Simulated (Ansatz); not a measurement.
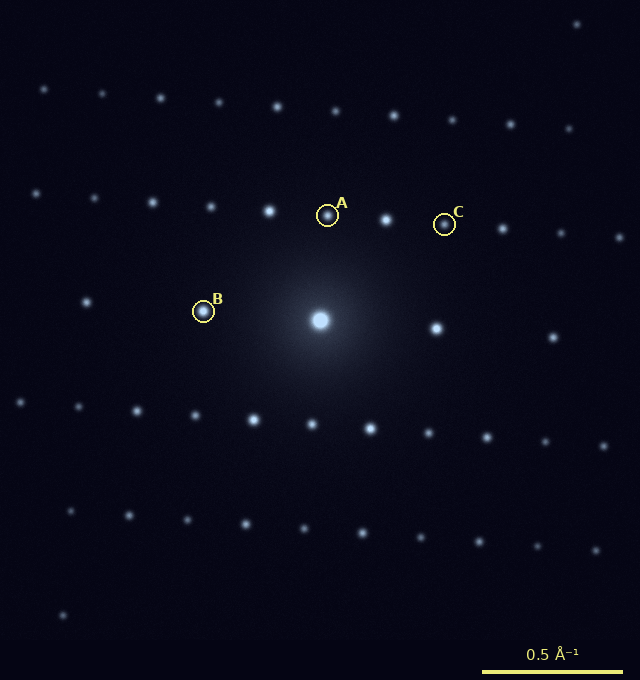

Simulated selected-area electron diffraction pattern (80 kV, kinematic approximation, thin crystal, B = 0.8 Å² for all atoms). The zone axis points towards the electron source and the pattern is seen from the source side.

Crystal: Ge, space group P6_3/mmc (No. 194), a = 3.09 Å, c = 4.78 Å (hexagonal axes). Structure: the input geometry of an electronic-structure calculation (not necessarily at equilibrium); the starting structure was generated, so it need not be a known form of this composition.

```
Ge
1.0
     3.08559    0.00000    0.00000
    -1.54279    2.67220    0.00000
     0.00000    0.00000    4.77982
Ge
2
Direct
  0.33333 0.66667 0.25000
  0.66667 0.33333 0.75000
```

Spot A is indexed 0 -1 0 and spot B 0 0 -2.

Index the other marked spot.

C = A − B = 0 -1 2 (d = 1.781 Å).

Give [uvw].

The cross product of A and B is parallel to [100]; every spot obeys hu + kv + lw = 0.

What are the spacings of A and B and the angle between them?

d(A) = 2.672 Å, d(B) = 2.390 Å, and the angle is 90.0°.
